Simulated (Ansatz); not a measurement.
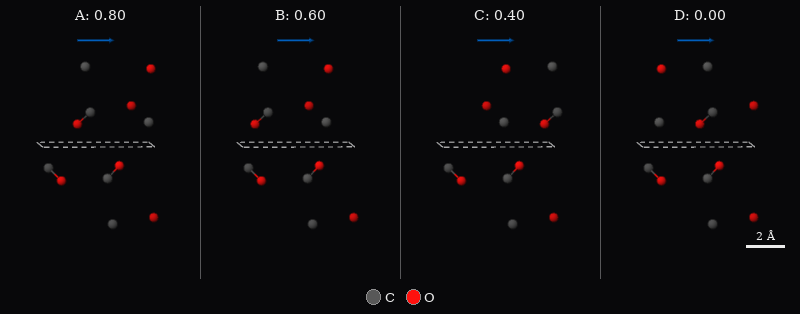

Solid CO (P2_13): the crystal above a cut along the (1 0 0) plane of the conventional cell (between a plane of C/O below and one of C/O above, 2.09 Å apart) is slid rigidly by fractions of an in-plane lattice vector 5.95 Å long (a generalised stacking fault). One cut stands in each cell, which starts 11.9 Å high; nothing is relaxed, and the dashed outline marks the cut, the arrow on top the direction of slip. The picture is a ball-and-stick view of the layers on both sides of the cut, seen from the side, nearly along the cut plane.

Computed with DFT PBEsol, scalar-relativistic, plane waves, PAW in Ansatz 0.2.0. Settings: plane-wave cutoff 420 eV; k-point mesh 4 × 4 × 2; occupations gaussian; smearing width 0.05 eV; no spin polarisation. Energies (free energies at the smearing named) are counted from the relaxed crystal.

### Rank the frames from lowest to highest energy.

Lowest first: D (the slip 0.00, 0 mJ/m²), A (the slip 0.80, 40 mJ/m²), C (the slip 0.40, 244 mJ/m²), B (the slip 0.60, 259 mJ/m²). Over the whole scan: the curve starts and ends at zero, since a full lattice vector restores the crystal. Its highest computed point is 318 mJ/m² at slip 0.50, which the unstable stacking-fault energy of this rigid path equals or slightly exceeds. No local minimum shows among the points, so there is no metastable fault on this line. The path isn't symmetric about half-way. Relaxation across the fault would lower the values.
